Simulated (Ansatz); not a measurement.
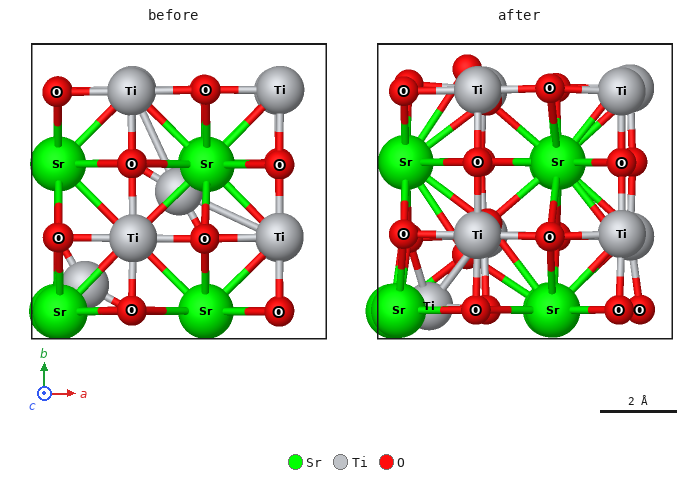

The structure of a defect cell of composition Sr₈Ti₉O₂₄ before (left) and after (right) a relaxation, at one scale.

The picture is a ball-and-stick view of the cell of the calculation (origin shifted), seen along the c axis.

Level of theory: DFT, PBEsol, PAW, plane waves (Ansatz 0.2.0).

Input file:
```yaml
crystal:
  lattice:
    - [7.782821, 0.000000, 0.000000]
    - [0.000000, 7.782821, 0.000000]
    - [0.000000, 0.000000, 7.782821]
  atoms:
    - { symbol: Sr, position: [0.994626, 0.000734, 0.001746] }
    - { symbol: Sr, position: [0.006613, 0.998285, 0.500506] }
    - { symbol: Sr, position: [0.998192, 0.500827, 0.002963] }
    - { symbol: Sr, position: [0.001006, 0.500180, 0.499094] }
    - { symbol: Sr, position: [0.501729, 0.000491, 0.997668] }
    - { symbol: Sr, position: [0.499975, 0.000693, 0.504622] }
    - { symbol: Sr, position: [0.499130, 0.500700, 0.000060] }
    - { symbol: Sr, position: [0.505293, 0.498630, 0.496533] }
    - { symbol: Ti, position: [0.090688, 0.090033, 0.249939], spin: 0.25 }
    - { symbol: Ti, position: [0.254270, 0.248461, 0.751128] }
    - { symbol: Ti, position: [0.251045, 0.751287, 0.250037] }
    - { symbol: Ti, position: [0.247372, 0.746332, 0.752120] }
    - { symbol: Ti, position: [0.750063, 0.248717, 0.248956] }
    - { symbol: Ti, position: [0.750856, 0.253233, 0.745803] }
    - { symbol: Ti, position: [0.745505, 0.748595, 0.253389] }
    - { symbol: Ti, position: [0.753054, 0.751532, 0.746973] }
    - { symbol: Ti, position: [0.409631, 0.407460, 0.253477], spin: 0.25 }
    - { symbol: O, position: [0.250256, 0.250313, 0.002124], spin: 0.25 }
    - { symbol: O, position: [0.250032, 0.251622, 0.500043], spin: 0.25 }
    - { symbol: O, position: [0.252411, 0.752157, 0.999541] }
    - { symbol: O, position: [0.244797, 0.751726, 0.497858] }
    - { symbol: O, position: [0.753168, 0.246756, 0.997303] }
    - { symbol: O, position: [0.750248, 0.247976, 0.496884] }
    - { symbol: O, position: [0.746479, 0.750070, 0.999466] }
    - { symbol: O, position: [0.749724, 0.750191, 0.498443] }
    - { symbol: O, position: [0.997715, 0.250768, 0.249282], spin: 0.25 }
    - { symbol: O, position: [0.002219, 0.250686, 0.752152] }
    - { symbol: O, position: [0.998822, 0.747778, 0.248466] }
    - { symbol: O, position: [0.996294, 0.743674, 0.748860] }
    - { symbol: O, position: [0.497406, 0.249703, 0.251266], spin: 0.25 }
    - { symbol: O, position: [0.496269, 0.246008, 0.747673] }
    - { symbol: O, position: [0.495403, 0.753322, 0.248553] }
    - { symbol: O, position: [0.500894, 0.751511, 0.751704] }
    - { symbol: O, position: [0.250134, 0.001935, 0.252824], spin: 0.25 }
    - { symbol: O, position: [0.248978, 0.004392, 0.752903] }
    - { symbol: O, position: [0.251584, 0.503027, 0.250752], spin: 0.25 }
    - { symbol: O, position: [0.249876, 0.501558, 0.753375] }
    - { symbol: O, position: [0.750540, 0.003169, 0.253751] }
    - { symbol: O, position: [0.749768, 0.998603, 0.745304] }
    - { symbol: O, position: [0.748156, 0.504441, 0.250783] }
    - { symbol: O, position: [0.750714, 0.497828, 0.752024] }
  symmetry: { detect: false }
kpoints:
  mp_grid: { grid: [1, 1, 1], shift: [0.25, 0.25, 0.25] }
hamiltonian:
  xc: pbesol
magnetization:
  spin_polarized: true
scf:
  occupations: { method: fermi_dirac, width: 0.01 }
relax:
  f_tol: 0.03
  max_steps: 80
  escape_saddle: false
  adjacent_minimum: "off"
output:
  forces: true
  eigenvalues: true
  populations: true
```

Command:
```bash
ansatz run in.yaml --threads 7 --pin off --max-ram 13300MiB --runs-dir r --events-out ev --progress --plain
```

Q: What changed between the two?

A: The energy falls by 29.813 eV per cell of the calculation in 21 geometry steps. Largest force component: 25 eV/Å at the start, 0.018 eV/Å at the end. The largest move is that of Ti17, 1.58 Å along [−1 −1 0]. By element the largest moves are Ti 1.58 Å, Sr 0.79 Å, O 0.65 Å. The lattice vectors keep their values. Among the contacts that change: Ti17–O26 3.430 → 2.005 Å, Ti17–O34 3.391 → 2.039 Å, Ti9–O20 3.507 → 2.194 Å, Sr1–O34 2.788 → 4.075 Å. New bonds form: Ti17–O18 (2.62 → 2.00 Å), Ti17–O19 (2.59 → 1.97 Å), Ti17–O26 (3.43 → 2.00 Å), Ti17–O34 (3.39 → 2.04 Å). Bonds break: Sr1–O26 (2.74 → 3.62 Å), Sr1–O34 (2.79 → 4.08 Å), Ti13–Ti17 (2.92 → 3.87 Å). Bond angles that change, for instance: O26–Ti9–O34 149.0° → 90.1°, O30–Ti17–O36 150.2° → 92.3°, Ti13–Ti9–O34 176.0° → 125.5°. The program noted that the starting moments weren't kept. The run took 3.8 min on 7 threads of Arm Neoverse-V2, peak memory 1.5 GiB.

Limits of the set-up: the periodic images lie only 7.8 Å apart, so the values are limited by the cell's size.
